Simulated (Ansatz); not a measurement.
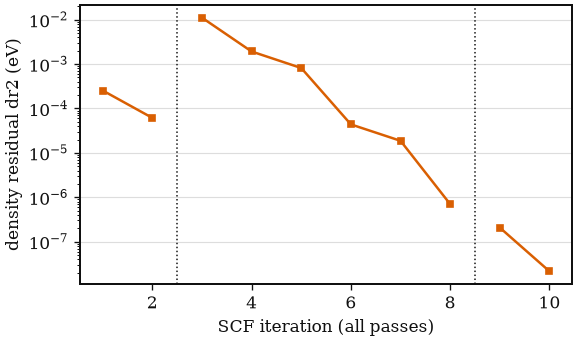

The plot shows the SCF iterations of a calculation: density residual dr2. The run starts with a semilocal functional; after that each stretch between dotted lines is one SCF of the hybrid functional between two exact rebuilds of the exchange operator by the outer loop. The starting density is a sum of atomic densities corrected by a trained network, so the first residual is already small. The program stopped passes 1 and 2 early, since the exchange operator was about to change.

MgO (2 atoms in the cell), run with Ansatz.

```
crystal:
  lattice:
    - [0.0, 2.2820056624, 2.2820056624]
    - [2.2820056624, 0.0, 2.2820056624]
    - [2.2820056624, 2.2820056624, 0.0]
  atoms:
    - { symbol: Mg, position: [0.0, 0.0, 0.0] }
    - { symbol: O, position: [0.25, 0.25, 0.25] }
kpoints:
  mp_grid: { grid: [4, 4, 4] }
hamiltonian:
  xc: hse06
scf:
  occupations: { method: fixed }
gw:
  n_empty_bands: 60
  ecut_chi: 2000
  qp_bands: [v1, c1]
  qp_kpoints: band_edges
  screening: { model: contour_deformation }
```

Command:
```bash
ansatz run input.yaml --threads 4 --pin off --max-ram 3686MiB --backend cpu --events-out ev --progress --plain --runs-dir out
```

Question: Did the calculation converge?

Answer: It did not finish: the time limit cut it off after 10 iterations in all. There are 3 passes, of 2, 6 and 2 iterations.

Question: What is the residual at the start and at the end?

Answer: It starts near 3 × 10⁻⁴ and ends near 2 × 10⁻⁸ eV.
